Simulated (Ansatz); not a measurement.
System: C.

The calculation's input:

```
crystal:
  lattice:
    - [-2.1268362731, 1.2279462884, 0.0110113261]
    - [-2.1268362731, -1.2279462884, 0.0110113261]
    - [-2.7727702027, 0.0, 10.6198672264]
  atoms:
    - { symbol: C, position: [-0.3889014966, -0.3889014966, 0.8333543263] }
    - { symbol: C, position: [0.3888762812, 0.3888762812, 0.1666876596] }
    - { symbol: C, position: [0.4999873923, 0.4999873923, 0.500020993] }
    - { symbol: C, position: [0.055545941, 0.055545941, 0.166679007] }
    - { symbol: C, position: [0.1666570521, 0.1666570521, 0.5000123404] }
    - { symbol: C, position: [0.2777681632, 0.2777681632, 0.8333456737] }
basis:
  ecutwfc: 500
kpoints:
  mp_grid: { grid: [12, 12, 3] }
hamiltonian:
  xc: r2scan
scf:
  occupations: { method: gaussian, width: 0.05 }
output:
  forces: true
  stress: true
  eigenvalues: true
  write_density: true
  write_potential: true
  elf: true
  volumetric_format: npy
```

Launched as:

```sh
ansatz run input.yaml --threads 2 --pin off --max-ram 5120MiB --backend cpu --events-out ev --progress --plain --runs-dir out
```

Below, planes, directions and counts refer to the conventional cell (a = 2.46 Å, b = 2.46 Å, c = 31.82 Å, α = 90.00°, β = 89.96°, γ = 120.00°).

Space group R-3m; a structure from a database of computed crystals, not necessarily the ambient phase.

All numbers below come from DFT r2SCAN, scalar-relativistic, plane waves, PAW (Ansatz 0.2.0).

### What will maps of the valence pseudo-density and electron localisation function show?

C–C (1.42 Å): ρ at the midpoint is about 2.1 e/Å³; the ELF peaks at about 0.95 between the atoms.

### Metal or insulator at this level of theory?

It is gapless in this calculation (a metal or semimetal).

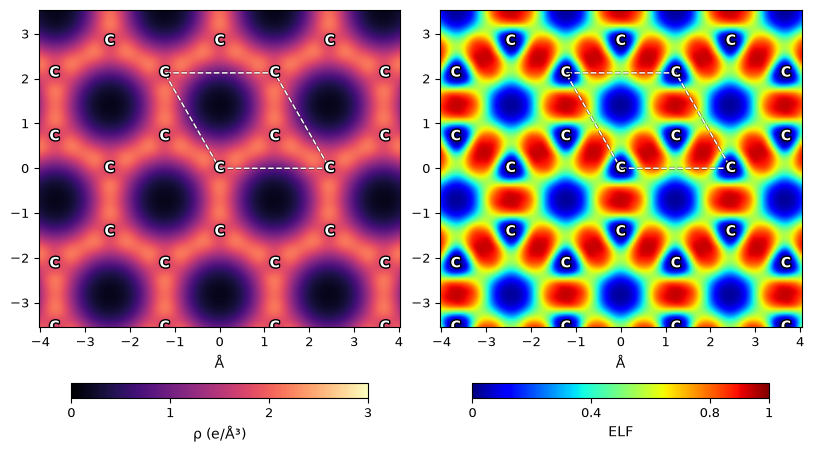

Computed valence pseudo-density and electron localisation function on the (001) plane of the conventional cell, in this order. 

The density is the valence pseudo-density of a PAW calculation; it isn't the true density close to the nuclei.
